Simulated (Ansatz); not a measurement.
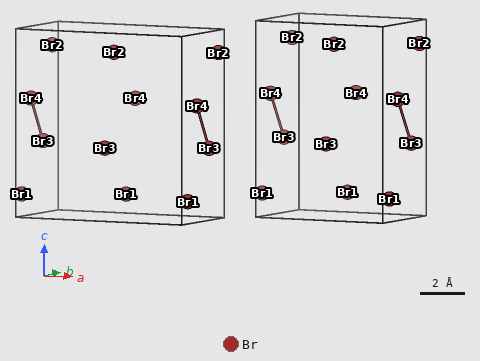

Two geometries of a crystal of Br (built on the solid type), drawn at one scale. One is the start of a relaxation, the other its converged end. Style: ball-and-stick. Shown: the conventional cell (2 times the calculation's cell), from a free direction. Lengths and directions refer to the drawn axes.

The calculation used Ansatz 0.2.0, DFT PBE, scalar-relativistic, plane waves, PAW. Set-up: plane-wave cutoff 600 eV; k-point mesh 12 × 12 × 6; occupations gaussian; smearing width 0.05 eV; no spin polarisation; cell and atoms relaxed; force threshold 0.01 eV/Å; at most 60 steps.

Q: Which of the two is the end point?

A: The left one is the relaxed one. The largest moves relative to the cell, 0.055 Å, are those of Br1, Br2, Br3 and Br4. Br4 goes roughly along +b. The drawn cell changes as follows: a 6.609 → 8.631 Å (+30.6 %), b 4.326 → 4.260 Å (−1.5 %), c 9.094 → 8.723 Å (−4.1 %); the volume changes by +23.4 %. Among the contacts that change: Br1–Br2 2.522 → 2.391 Å. The space group stays Cmce (No. 64). The energy falls by 0.349 eV per cell of the calculation in 9 accepted moves (10 points after the start). Largest force component: 0.59 eV/Å at the start, 0.0071 eV/Å at the end. Pressure: −2.14 GPa at the start and 0.01 GPa at the end. At 1 point the geometry stayed and the basis and grid were re-selected for the new cell (energy shift of 1.0 meV per cell of the calculation at most each time).
